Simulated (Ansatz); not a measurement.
PtSe2

The calculation's input:

```
crystal:
  lattice:
    - [3.7240006046, 0.0, 0.0]
    - [-1.8620003023, 3.2250791273, 0.0]
    - [0.0, 0.0, 5.062]
  atoms:
    - { symbol: Pt, position: [0.0, 0.0, 0.0] }
    - { symbol: Se, position: [0.2434819727, 0.6008909055, 0.3092651126] }
    - { symbol: Se, position: [0.6666666667, 0.3333333333, 0.75] }
basis:
  ecutwfc: 420
kpoints:
  mp_grid: { grid: [12, 12, 10] }
hamiltonian:
  xc: pbesol
scf:
  occupations: { method: gaussian, width: 0.15 }
output:
  forces: true
  stress: true
  eigenvalues: true
  write_density: true
  write_potential: true
  elf: true
  volumetric_format: npy
```

Launched as:

```sh
ansatz run input.yaml --threads 1 --pin off --max-ram 2560MiB --backend cpu --events-out ev --progress --plain --runs-dir out
```

Below, planes, directions and counts refer to the conventional cell (a = 3.72 Å, b = 3.72 Å, c = 5.06 Å, α = 90.00°, β = 90.00°, γ = 120.00°).

Space group P1; changed on purpose from its base cell (atom 2 (Se) moved by (-0.300, +0.300) A along [1 1 0] and z); not relaxed (largest force 1.7 eV/Å); computed pressure about −3 GPa in this cell.

Computed with DFT PBEsol, scalar-relativistic, plane waves, PAW in Ansatz.

**Predict the valence pseudo-density and electron localisation function between the atoms.**

Pt–Se (2.49 Å): the density is about 0.59 e/Å³ at the midpoint; the ELF is about 0.45 at the midpoint.

**Does the calculation make it a metal, or give it a gap?**

It is metallic or semimetallic at this level of theory: no gap opens; semilocal functionals without U, or without the true magnetic order, often close the gap of such compounds.

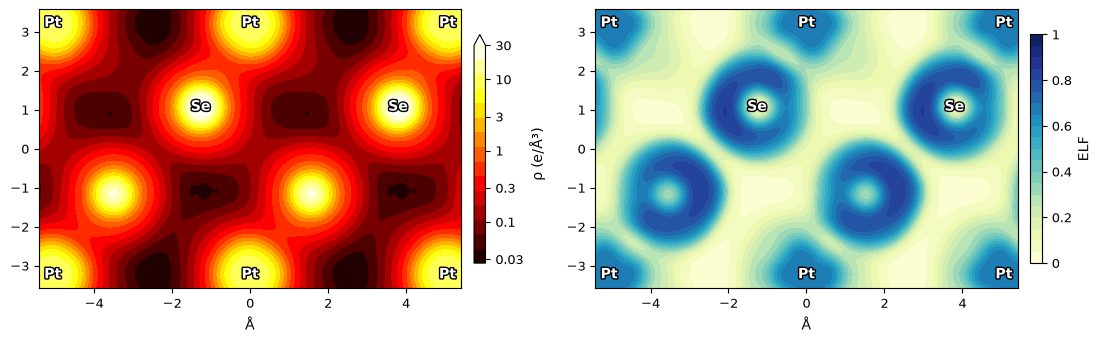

Computed valence pseudo-density and electron localisation function on the (110) plane of the conventional cell, in this order. Atoms just off the plane (Se, 0.3 Å away) can leave unmarked features too.

In a PAW calculation such maps are meaningful between the atoms, not at the nuclei.
